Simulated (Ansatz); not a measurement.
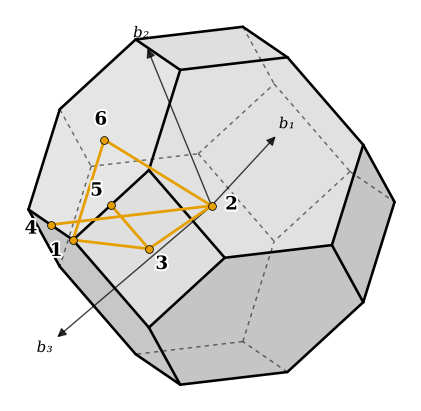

Crystal: BaS, a calculation's input that goes back to an entry of the Crystallography Open Database (an earlier step may have relaxed or displaced it). The first Brillouin zone of a face-centred cubic lattice (cF; extended symbol cF2) is drawn with its special points numbered. Symmetry computed with spglib at a tolerance of 0.002 Å; standard conventional cell.

a = 6.429 Å, b = 6.429 Å, c = 6.429 Å, α = 90.00°, β = 90.00°, γ = 90.00°.

Labels and path follow the convention of Hinuma et al. (2017), as computed by seekpath; the arrows show the directions of the reciprocal primitive vectors b₁, b₂, b₃, in which coordinates are given.

Q: Give the label and coordinates of each numbered point.

A:
```
no.  label      coordinates
  1      W  (1/2, 1/4, 3/4)
  2      Γ        (0, 0, 0)
  3      X    (1/2, 0, 1/2)
  4      K  (3/8, 3/8, 3/4)
  5      U  (5/8, 1/4, 5/8)
  6      L  (1/2, 1/2, 1/2)
```
